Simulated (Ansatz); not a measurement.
Input

```
crystal:
  lattice:
    - [3.4727673865, 0.0, 0.0]
    - [-1.7363836932, 2.851255952, 0.0]
    - [0.0, 0.0, 4.1369586244]
  atoms:
    - { symbol: Al, position: [0.3309420899, 0.6618841798, 0.25] }
    - { symbol: Al, position: [0.6690579101, 0.3381158202, 0.75] }
    - { symbol: "N", position: [0.6714503822, 0.3429007644, 0.25] }
    - { symbol: "N", position: [0.3285496178, 0.6570992356, 0.75] }
kpoints:
  mp_grid: { grid: [6, 6, 4] }
  band_path:
    path:
      - [0.0, 0.0, 0.0]
      - [0.5, 0.0, 0.0]
      - [0.3333333333, 0.3333333333, 0.0]
      - [0.0, 0.0, 0.5]
      - [0.5, 0.0, 0.5]
      - [0.3333333333, 0.3333333333, 0.5]
    npoints: 1
hamiltonian:
  xc: hse06
scf:
  occupations: { method: fixed }
  n_extra_bands: 5
output:
  forces: true
  stress: true
  eigenvalues: true
  write_density: true
  write_potential: true
  elf: true
  volumetric_format: npy
```

Command:

```sh
ansatz run input.yaml --threads 4 --pin off --max-ram 3686MiB --backend cpu --events-out ev --progress --plain --runs-dir out
```

Below, planes, directions and counts refer to the conventional cell (a = 3.47 Å, b = 5.70 Å, c = 4.14 Å, α = 90.00°, β = 90.00°, γ = 90.00°).

Space group Cmcm; started from the h-MgO (five-fold) prototype, which need not be the ambient phase; changed on purpose from its base cell (uniaxial x strain +5.5%); computed pressure about −12 GPa in this cell.

All numbers below come from Ansatz 0.2.0, DFT, HSE06, plane waves, PAW.

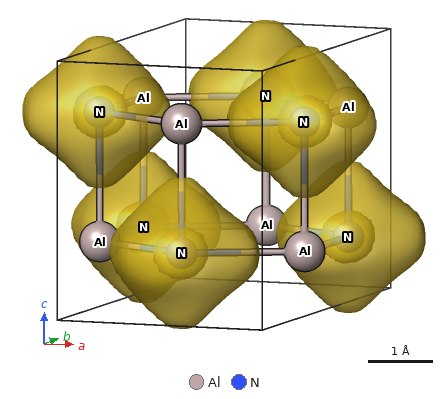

AlN. Isosurface of the ELF at 0.65 (yellow), seen slightly off an axis. Only the valence region is drawn (cores and ρ < 0.01 e/Å³ removed). Sticks mark near contacts.

Core electrons are frozen (PAW), and the valence fields are smoothed inside the atomic spheres.

Where are the electrons localised?

Answer. The ELF exceeds this value in four regions on N in which the atom's valence shell and bonds are merged, counted in one cell of 8 atoms. Any copies at cell faces, edges or corners count once. Profiles from the grid: Al–N (1.94 Å): the ELF peaks at about 0.90 in the valence shell of N, 0.8 Å from its nucleus, and is about 0.85 at the midpoint. Al–N (2.07 Å): the ELF peaks at about 0.85 in the valence shell of N, 0.8 Å from its nucleus, and is about 0.80 at the midpoint.

Metal or insulator at this level of theory?

Answer. It is gapped, with a Kohn–Sham gap of 4.4 eV on the k-point mesh (the band edges may lie off the mesh, which would make the gap smaller).
